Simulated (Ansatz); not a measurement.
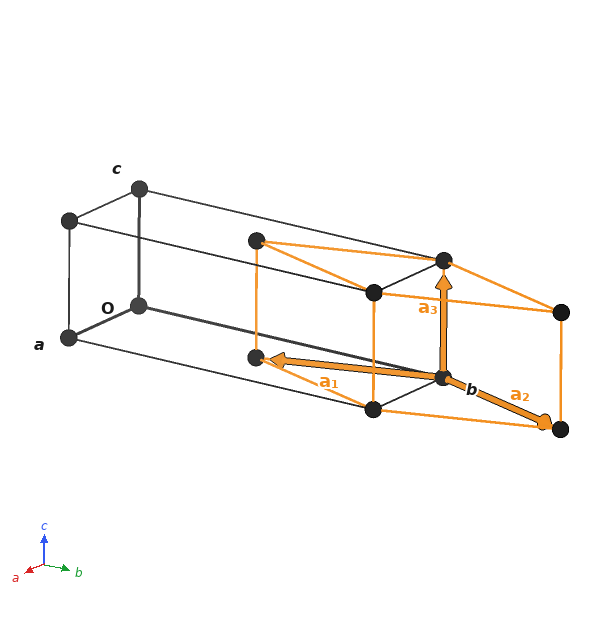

For Al, the end point of a relaxation with DFT, LDA (PW92), plane waves (420 eV) with PAW, scalar-relativistic in Ansatz 0.2.0; the starting structure was generated, so it need not be a known form of this composition: the conventional cell (thin) and a primitive cell (coloured, vectors a₁, a₂, a₃, drawn from the corner at b), with the lattice points alone. Symmetry computed with spglib at a tolerance of 0.002 Å; standard conventional cell.

a = 2.764 Å, b = 8.633 Å, c = 2.841 Å, α = 90.00°, β = 90.60°, γ = 90.00°.

### What is the centring, and how are the primitive vectors built?

C, C-centred monoclinic, with lattice points at (0, 0, 0), (1/2, 1/2, 0). a₁ = 1/2 a − 1/2 b; a₂ = 1/2 a + 1/2 b; a₃ = c.

### Give the primitive cell's size and content.

Edges 4.532, 4.532, 2.841 Å; angles 90.18°, 90.18°, 144.49°; volume 33.90 Å³, 1/2 of the conventional cell; 2 of its 4 atoms.
